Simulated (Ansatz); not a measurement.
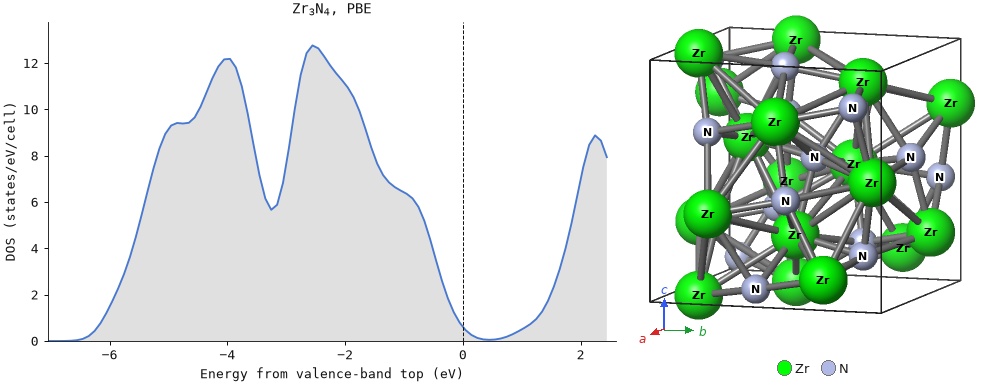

Density of states, beside the structure. Energies are counted from the top of the valence band. The DOS curve is built from the levels of the k mesh with Gaussians 0.55 eV wide, which also blur the band edges; ripples of that width can come from the mesh.

System: Zr₃N₄, space group I-43d (No. 220), 14 atoms in the primitive cell, relaxed with r2SCAN.

```xyz
14
Lattice="-3.3879 3.3879 3.3879 3.3879 -3.3879 3.3879 3.3879 3.3879 -3.3879" Properties=species:S:1:pos:R:3 pbc="T T T"
Zr    2.5409    0.0000    1.6939
Zr    1.6939    2.5409    0.0000
Zr    0.8470    0.0000    5.0818
Zr    5.0818    0.8470    0.0000
Zr    0.0000    1.6939    2.5409
Zr    0.0000    5.0818    0.8470
N     0.4390    0.4390    0.4390
N    -1.2550    1.2550    4.6429
N    -0.4390    2.9489    0.4390
N     4.6429   -1.2550    1.2550
N     0.4390   -0.4390    2.9489
N     2.1329    2.1329    2.1329
N     2.9489    0.4390   -0.4390
N     1.2550    4.6429   -1.2550
```

Level of theory: PBE, Ansatz PAW set, no spin polarisation, no spin-orbit coupling, 6×6×6 k mesh, 420 eV cutoff; code Ansatz 0.2.0.

Is there a gap at the Fermi level, and how wide?

Answer. There is a gap; over the k points computed it is 0.68 eV (direct to within 0.02 eV).

LDA, GGA and most meta-GGA functionals understate gaps.
